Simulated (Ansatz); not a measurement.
## Energy of Ti along an even scaling of the cell

System: Ti (1 atom in the cell).
Method: DFT, PBEsol, plane waves (420 eV) with PAW, scalar-relativistic, no spin polarisation (Ansatz 0.2.0).

The 6 runs differ only in the geometry, by an even scaling of the cell at fixed fractional positions.

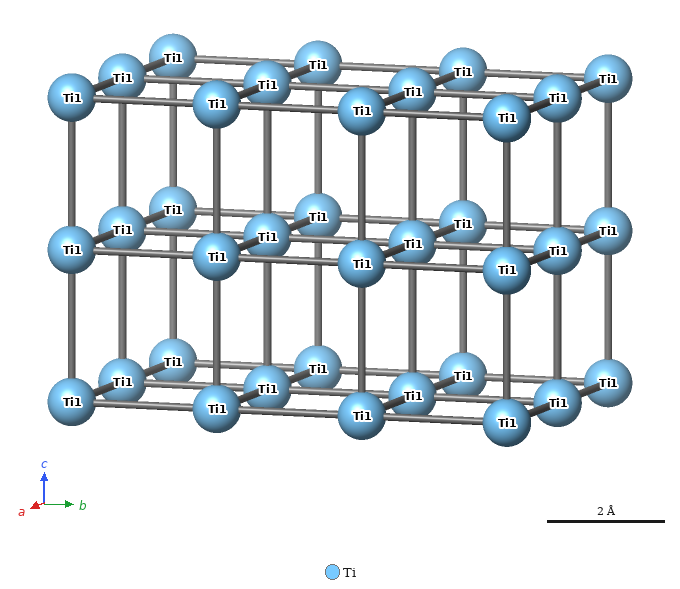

Figure 1. The structure of run 4 (ball-and-stick view of the cell of the calculation, repeated 2 × 3 × 2, seen slightly off an axis; atoms are numbered from 1 in the order of the input).

## Input of run 4
```yaml
crystal:
  lattice:
    - [2.633927149, 0.0, 0.0]
    - [0.0, 2.633927149, 0.0]
    - [0.0, 0.0, 2.633927149]
  atoms:
    - { symbol: Ti, position: [0.0, 0.0, 0.0] }
hamiltonian:
  xc: pbesol
  pseudopotentials:
    kind: paw
    azcp:
      Ti: "pseudopotentials/Ti.paw.azcp"
basis:
  ecutwfc: 420
  fft_grid_basis: typed
kpoints:
  mp_grid: { grid: [14, 14, 14], shift: [0, 0, 0] }
magnetization:
  spin_polarized: false
scf:
  occupations: { method: fermi_dirac, width: 0.1 }
  lower_state_search: "off"
output:
  stress: true
```

Lattice vectors (Å) and fractional positions of run 4:
```
   2.633927    0.000000    0.000000
   0.000000    2.633927    0.000000
   0.000000    0.000000    2.633927
Ti  0.000000  0.000000  0.000000
```

Run 2 differs from it as follows:
```diff
-    - [2.633927149, 0.0, 0.0]
-    - [0.0, 2.633927149, 0.0]
-    - [0.0, 0.0, 2.633927149]
+    - [2.5284551518, 0.0, 0.0]
+    - [0.0, 2.5284551518, 0.0]
+    - [0.0, 0.0, 2.5284551518]
```

## Results, with one run withheld

```tsv
run	volume per atom (Å³)	free energy per atom, from the lowest run given (meV)	pressure (GPa)
1	15.462	76.36	13.07
2	16.165	?	?
3	17.570	0.00	−0.25
4	18.273	8.00	−3.31
5	18.976	28.29	−5.87
6	19.679	58.86	−8.01
```

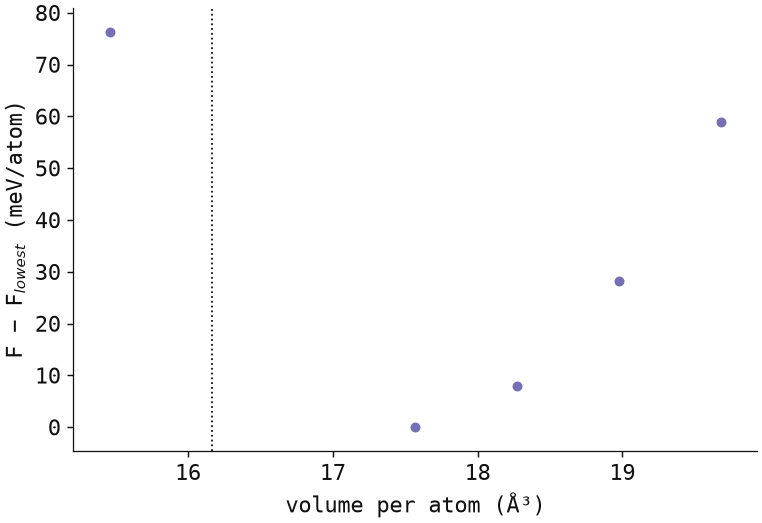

Figure 2. Free energy per atom of the runs given; the dotted line marks run 2.

Estimate the energy of run 2 from the others.

A cubic polynomial in V^(−2/3) (the Birch–Murnaghan form), fitted to the 5 runs given, misses them by under 0.01 meV per atom. With x = V^(−2/3) − 0.14620 Å⁻², it reads F = 1.9604 − 1950.9 x + 4.7726e+05 x² − 8.3173e+05 x³ (meV per atom). At run 2 it gives 30.96 meV per atom, and the run itself gives 30.97. The slope of the fit gives a pressure −dF/dV of 7.79 GPa there, and the run prints 7.80 GPa. The fit has its minimum at 17.518 Å³ per atom, where V d²F/dV² gives 84.4 GPa: the bulk modulus at this level, since symmetry fixes the shape and the positions.

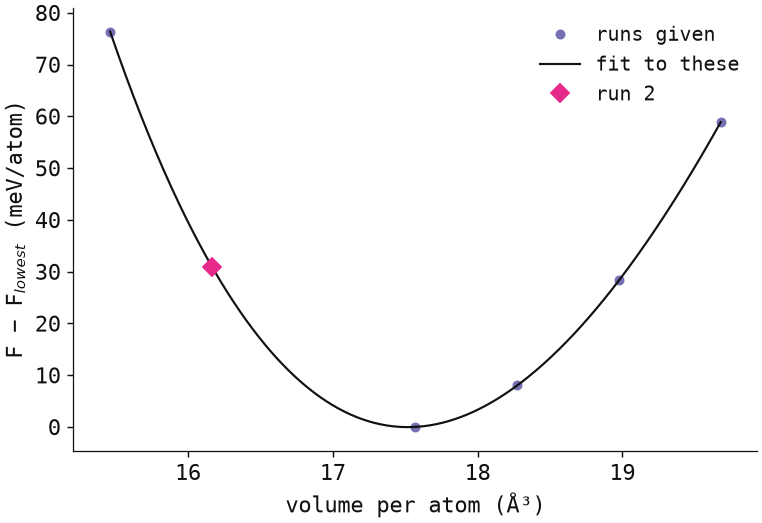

Figure 3. The fit and the withheld run.

## Output, shortened to warnings, some set-up lines, iterations and results (run 2)
```
Warning: [file] the record states the generating functional pbe (its physics header spells it `PBE`), which answers neither for hamiltonian.xc's functional nor for the pbesol family's — results may be inconsistent (PPs are generated against a specific XC)
Basis set: ecut = 420 eV, 305 PW (Γ)
Symmetry: 48 space group operations
k-points: 120 of 2744
Initial density: superposition of atomic densities (neutral atoms: chi_scale 0, normalization atom), corrected by the library's trained network
[...]
SCF iter   1: F=—  HF=-2473.060957 eV  |F-HF|=—  |Δ(HF+E_count)|=         —  Δρ=7.14e-3  dr2=7.76e-3  ethr=1.77e-3  ⟨swp⟩=4.7  Hψ=6588  notcnv=0
SCF iter   2: F=—  HF=-2473.059455 eV  |F-HF|=—  |Δ(HF+E_count)|=   1.50e-3  Δρ=4.37e-3  dr2=2.87e-3  ethr=6.46e-5  ⟨swp⟩=1.0  Hψ=2160  notcnv=0
SCF iter   3: F=—  HF=-2473.058645 eV  |F-HF|=—  |Δ(HF+E_count)|=   8.10e-4  Δρ=7.52e-4  dr2=9.33e-5  ethr=2.39e-5  ⟨swp⟩=1.4  Hψ=1270  notcnv=0
SCF iter   4: F=—  HF=-2473.058619 eV  |F-HF|=—  |Δ(HF+E_count)|=   2.56e-5  Δρ=3.44e-4  dr2=1.51e-5  ethr=7.77e-7  ⟨swp⟩=2.2  Hψ=1909  notcnv=0
SCF iter   5: F=—  HF=-2473.058618 eV  |F-HF|=—  |Δ(HF+E_count)|=   1.36e-6  Δρ=1.06e-4  dr2=1.42e-6  ethr=1.26e-7  ⟨swp⟩=2.2  Hψ=1540  notcnv=0
SCF iter   6: F=-2473.058618 eV  HF=-2473.058618 eV  |F-HF|=1.96e-8  |Δ(HF+E_count)|=   1.86e-7  Δρ=1.61e-5  dr2=3.17e-8  ethr=8.33e-10  ⟨swp⟩=2.5  Hψ=4547  notcnv=0
SCF 1 converged in 6 iterations: F = -2473.058618 eV  dr2 = 3.17e-8
SCF converged after 6 iterations
Free energy (F): -2473.058618 eV
Harris-Foulkes:  -2473.058618 eV  (|F-HF|=1.96e-8)
Internal energy: -2472.994539 eV  (E = F + TS)
E sigma→0 (E₀):  -2473.026578 eV
Entropy (-TS):   -0.064079 eV (-64.079 meV/atom)
Fermi energy:    14.207612 eV
--- Per-component energies (eV) ---
  E_band       = -141.593391
  E_kinetic    = 276.933153
  E_local      = -819.324489  (includes V_loc(G=0)·N_el)
  E_nonlocal   = 12.027113
  E_hartree    = 342.355883
  E_xc         = -97.355657
  E_vxc        = -122.409515  (∫ρ·V_xc dr)
  E_paw        = -1024.357043  (= ΣΔE_a)
  E_vpaw       = -173.538223  (= ΣTr[D̂ρ^β])
  E_aug_tail   = 0.000120  (compensation charges beyond the density's cutoff)
  E_ewald      = -1163.413004
  E_core_change = 0.139384  (= ΣΔE_core)
  E_smearing   = -0.064079  (= −TS)
  E_closure    = 0.000000  (closes the sum)
  Σ components = -2473.058618   (vs F -2473.058618, Δ=0.00e0)
--- Stress (GPa, compression-positive) ---
        7.795275       0.000000       0.000000
       -0.000000       7.795275       0.000000
        0.000000       0.000000       7.795275
  P = ⅓ Tr σ = 7.7953 GPa (77.953 kbar)
```

The program warns: the PAW datasets were made with another functional.
